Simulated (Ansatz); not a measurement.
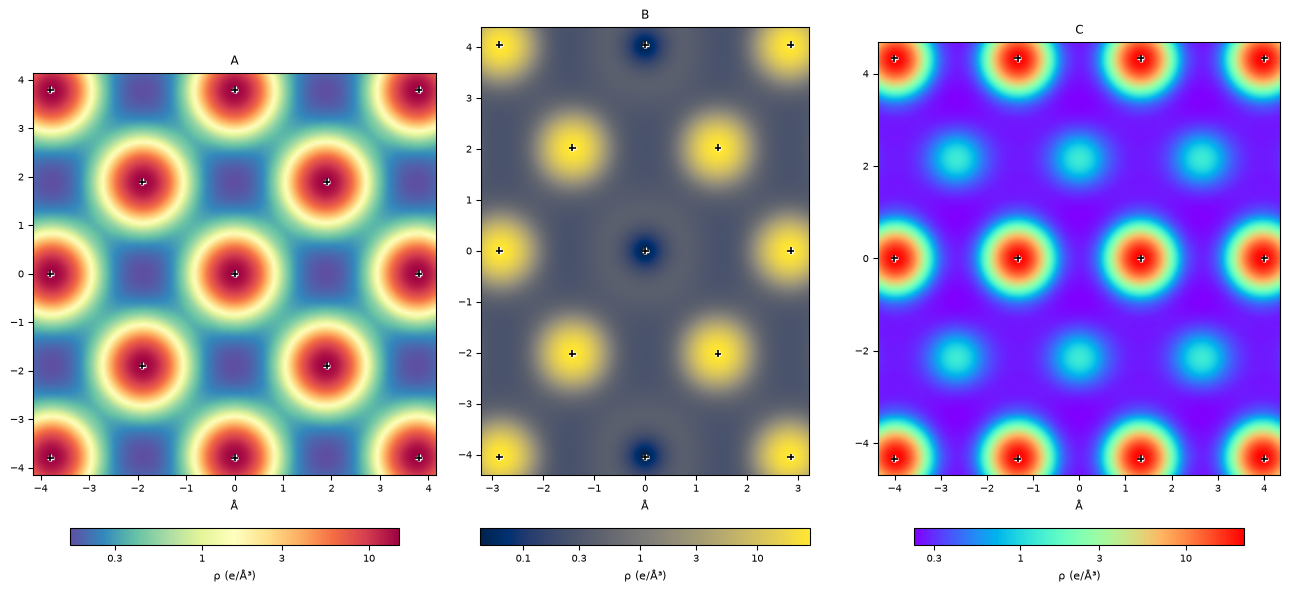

The valence charge density (pseudo) of 3 systems, each on a plane through atoms (crosses mark nuclei in the plane).

All numbers below come from Ansatz, DFT, LDA, PAW with Ansatz's default frozen-core files, scalar-relativistic.

System 1: Cr, the (100) plane of the conventional cell. Space group P6₃/mmc; computed pressure about −34 GPa in this cell; computed without spin polarisation.

```
Cr
1.0
     2.66799    0.00000    0.00000
    -1.33400    2.31055    0.00000
     0.00000    0.00000    4.33524
Cr
2
Direct
  0.33333 0.66667 0.25000
  0.66667 0.33333 0.75000
```

System 2: Rh, the (001) plane of the conventional cell. Space group Fm-3m; spin-polarised.

System 3: Mn₃Si, the (011) plane of the conventional cell. Space group Fm-3m; computed pressure about −25 GPa in this cell; the program warned that a starting moment wasn't kept; spin-polarised.

```
CELL_PARAMETERS angstrom
5.72200 0.00000 0.00000
0.00000 5.72200 0.00000
0.00000 0.00000 5.72200
ATOMIC_POSITIONS crystal
Mn 0.50000 0.00000 0.00000
Mn 0.00000 0.50000 0.00000
Mn 0.00000 0.00000 0.50000
Mn 0.50000 0.50000 0.50000
Mn 0.25000 0.25000 0.25000
Mn 0.75000 0.75000 0.25000
Mn 0.75000 0.25000 0.75000
Mn 0.25000 0.75000 0.75000
Mn 0.75000 0.25000 0.25000
Mn 0.25000 0.75000 0.25000
Mn 0.25000 0.25000 0.75000
Mn 0.75000 0.75000 0.75000
Si 0.00000 0.00000 0.00000
Si 0.50000 0.50000 0.00000
Si 0.50000 0.00000 0.50000
Si 0.00000 0.50000 0.50000
```

Match each panel to its system.

Panel A is system 2, Rh: the plane holds Rh. Rh–Rh (2.68 Å): ρ at the midpoint is about 0.36 e/Å³. Panel B is system 3, Mn₃Si: the plane holds Mn and Si. Mn–Mn (2.48 Å): the density is about 0.37 e/Å³ at the midpoint. Panel C is system 1, Cr: the plane holds Cr. Cr–Cr (2.67 Å): ρ at the midpoint is about 0.28 e/Å³.
